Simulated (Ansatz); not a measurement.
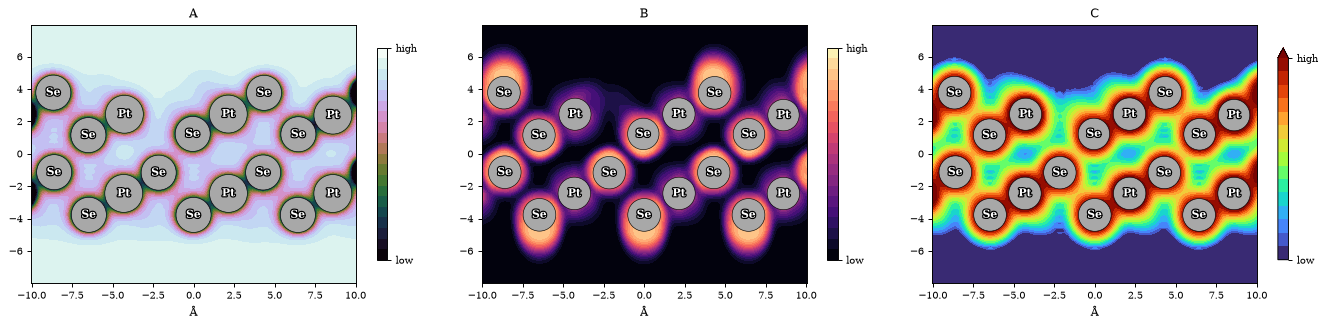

Pt6Se11: 3 fields on the (110) plane of the calculation cell, a cut from vacuum to vacuum, with unlabelled colour scales. Grey discs cover the atomic cores.

These are results of DFT r2SCAN, scalar-relativistic, plane waves, PAW (Ansatz 0.2.0), not measurements.

Question: Which field does each panel show? The fields are: electron localisation function, electrostatic potential energy of an electron and valence pseudo-density.

Answer: Panel A: electrostatic potential energy of an electron (low next to the atoms, rising into the space between them). Panel B: electron localisation function. Panel C: valence pseudo-density. From the grid: Pt–Se (2.44 Å): ρ at the midpoint is about 0.65 e/Å³; the ELF is about 0.50 at the midpoint. Pt–Se (2.50 Å): ρ is about 0.6 e/Å³ halfway; the ELF is about 0.50 at the midpoint.
